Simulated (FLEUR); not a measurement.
```xyz
9
Lattice="-1.5790 2.7349 0.0000 3.1580 0.0000 0.0000 0.0000 0.0000 -18.4900" Properties=species:S:1:pos:R:3 pbc="T T T"
W     1.5790    0.9116  -12.3267
W     0.0000    1.8233   -6.1633
W     0.0000    0.0000    0.0000
S     0.0000    1.8233  -13.9106
S     0.0000    0.0000   -7.7473
S     1.5790    0.9116   -1.5840
S     1.5790    0.9116  -16.9437
S     0.0000    1.8233  -10.7802
S     0.0000    0.0000   -4.6170
```

Space group R3m; not relaxed (largest force 0.6 eV/Å).

Level of theory: Kohn-Sham DFT of a periodic cell, PBE, all-electron (FLEUR).

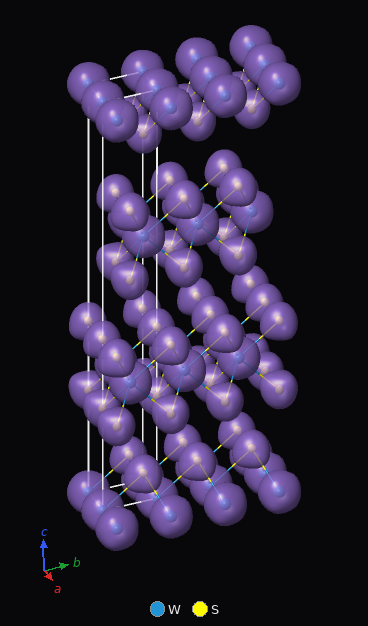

WS2. Isosurface of the total electron density at 0.8 e/Å³ (purple), seen slightly off an axis. Sticks mark near contacts.

Question: How is the density connected at this value?

Answer: At this value the density breaks into separate islands. It bridges none of the near contacts. It is pinched off along the shortest W–S (2.39 Å) contacts. On the grid the lowest density along these lines, outside the cores, is 0.65 e/Å³ (W–S, 2.39 Å).

Question: Metal or insulator at this level of theory?

Answer: It is gapped, with a Kohn–Sham gap of 1.1 eV on the k-point mesh (the band edges may lie off the mesh, which would make the gap smaller).
